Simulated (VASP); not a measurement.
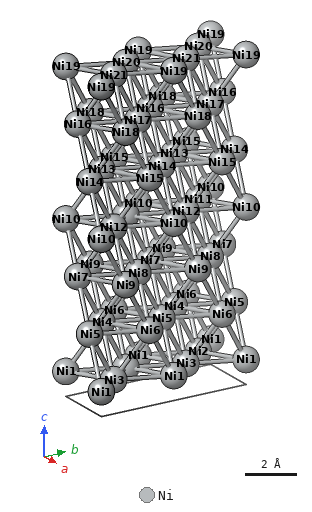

This is the input geometry for a relaxation of a slab of composition Ni. A ball-and-stick model of the 1 × 2 repeat of the cell, outlined in the plane, without the vacuum, seen slightly off an axis.

The run lets the atoms move in a fixed cell. 6 atoms are held fixed.

The calculation used VASP 6.6.1, Kohn-Sham DFT of a periodic cell, PBE, VASP PAW PBE potentials, recommended.

Input file:
```
PREC = Accurate
ENCUT = 520
EDIFF = 1E-6
ISMEAR = 1
SIGMA = 0.1
LREAL = F
LASPH = T
NELM = 100
ALGO = Normal
ISIF = 2
LWAVE = F
LCHARG = F
ISPIN = 2
MAGMOM = 1 1 1 1 1 1 1 1 1 1 1 1 1 1 1 1 1 1 1 1 1
LORBIT = 11
LMAXMIX = 4
GGA = PE
IBRION = 2
NSW = 40
EDIFFG = -0.02
KPAR = 8
```

Launched with:
```bash
cat potpaw_PBE.64/Ni/POTCAR > POTCAR
mpirun -np 8 vasp_std > vasp.out
```

The structure:
```
Ni
1.0
     3.73777    2.15800    0.00000
    -3.73777    2.15800    0.00000
     0.00000    0.00000   25.20749
Ni
21
Direct
  0.00000 0.00000 0.25786
  0.33333 0.66667 0.25786
  0.66667 0.33333 0.25786
  0.33333 0.33333 0.33857
  0.66667 0.00000 0.33857
  0.00000 0.66667 0.33857
  0.33333 0.00000 0.41929
  0.66667 0.66667 0.41929
  0.00000 0.33333 0.41929
  0.00000 0.00000 0.50000
  0.33333 0.66667 0.50000
  0.66667 0.33333 0.50000
  0.33333 0.33333 0.58071
  0.66667 0.00000 0.58071
  0.00000 0.66667 0.58071
  0.33333 0.00000 0.66143
  0.66667 0.66667 0.66143
  0.00000 0.33333 0.66143
  0.00000 0.00000 0.74214
  0.33333 0.66667 0.74214
  0.66667 0.33333 0.74214
```

Question: Predict the outcome.

Answer: The energy falls by 13.0 meV per cell of the calculation in 11 geometry steps. Largest force component: 0.19 eV/Å at the start, 0.2 eV/Å at the end. The largest moves, 0.071 Å, are those of Ni19, Ni20 and Ni21. Ni19 goes along the normal (−c). The cell stays as it was. Some distances before and after: Ni16–Ni19 2.492 → 2.461 Å, Ni13–Ni16 2.492 → 2.485 Å.

After the run, drawn alike:

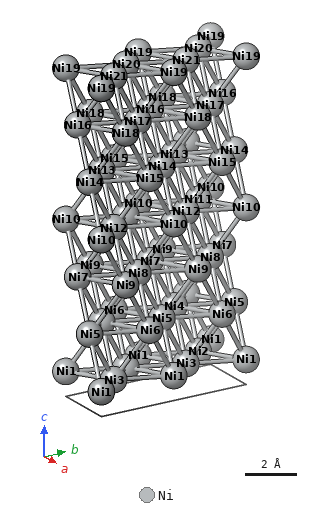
